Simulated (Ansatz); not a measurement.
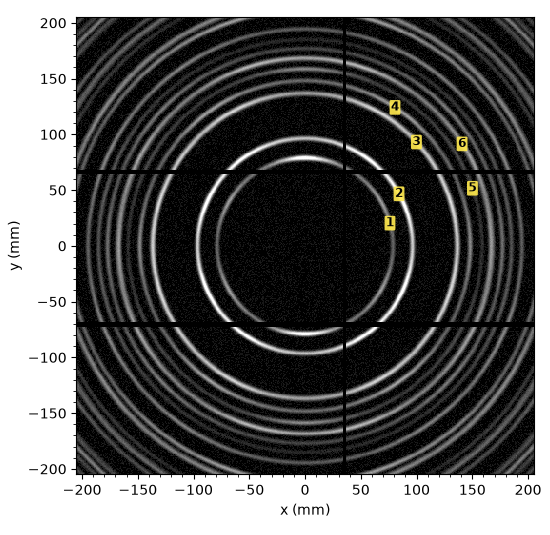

Simulated X-ray powder rings on a flat area detector normal to the beam: λ = 0.3100 Å, sample-to-detector distance 1030 mm, axes in mm from the beam centre, beam polarised horizontally, for a sample with fibre texture (March–Dollase model, fibre axis vertical in the picture). Kinematic intensities with B = 0.8 Å² for all atoms, without absorption; brightness goes as intensity to the power 0.4, clipped at the top, with counting noise. Reflections closer than the ring width show as one ring.

The sample is Te, space group P3_121, a = 4.687 Å, b = 4.687 Å, c = 5.801 Å, α = 90.00°, β = 90.00°, γ = 120.00°. Basis of the simulation: the input geometry of an electronic-structure calculation (not necessarily at equilibrium).

### Give radius, d-spacing and indices of the numbered rings.

```csv
ring,radius,2θ (°),d (Å),hkl
1,78.8 mm,4.38,4.06,100
2,96.3 mm,5.34,3.33,101/011
3,136.6 mm,7.55,2.36 + 2.34,102/012 + 110
4,148.1 mm,8.18,2.17,111
5,158.7 mm,8.76,2.03,200
6,167.9 mm,9.26,1.934 + 1.916,003 + 201/021
```

### Which lattice planes lie preferentially normal to the fibre axis?

The (1 0 0) planes: ring 1 is concentrated at the top and bottom of the pattern (March parameter 0.35).
